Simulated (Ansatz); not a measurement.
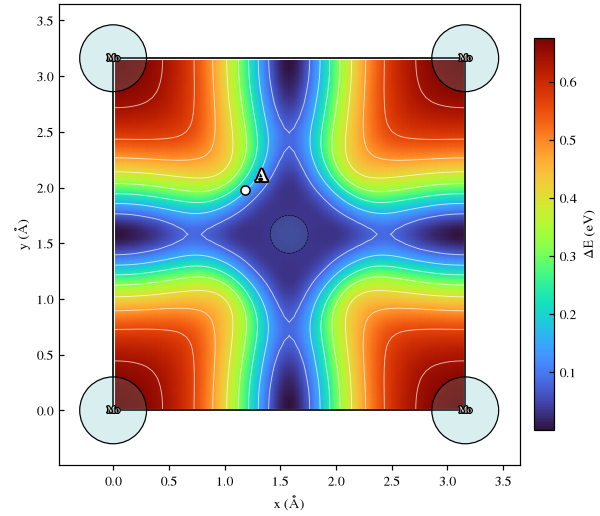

H on a Mo(100) slab cut from the Im-3m phase, its upper half relaxed before the scan (16 atoms of substrate and one adsorbate in a 2 × 2 cell). H is moved over the surface cell; relaxed at each place: the height of the adsorbate's atoms; substrate rigid; the origin of the map has the adsorbate above Mo13. Places are given modulo a cell vector. The map is drawn in real space over the plane of the surface. The scan uses an 8 × 8 grid; 15 points were computed and 49 follow by symmetry. Places are given in fractions of the 1 × 1 surface cell. Energies: eV, counted from the lowest grid point. Computed with DFT PBE, scalar-relativistic, plane waves, PAW in Ansatz. Settings: cutoff 420 eV, k-mesh 4×4×1, gaussian smearing 0.1 eV, no spin polarisation.

In the figure: a smooth colour map with a few white contour lines, labelled circles for the atoms of the top layer and small ones for the second layer, the outline of one cell of the plane, the point A. Between grid points the surface is interpolated.

Which way does the force act at A, and how strong is it?

A, at (3/8, 5/8) of the cell vectors, is not a stationary point. The computed force is 0.96 eV/Å in the plane, pointing down and right in the picture (components 0.68 and −0.68 eV/Å).

PAW datasets: the set soft_1.
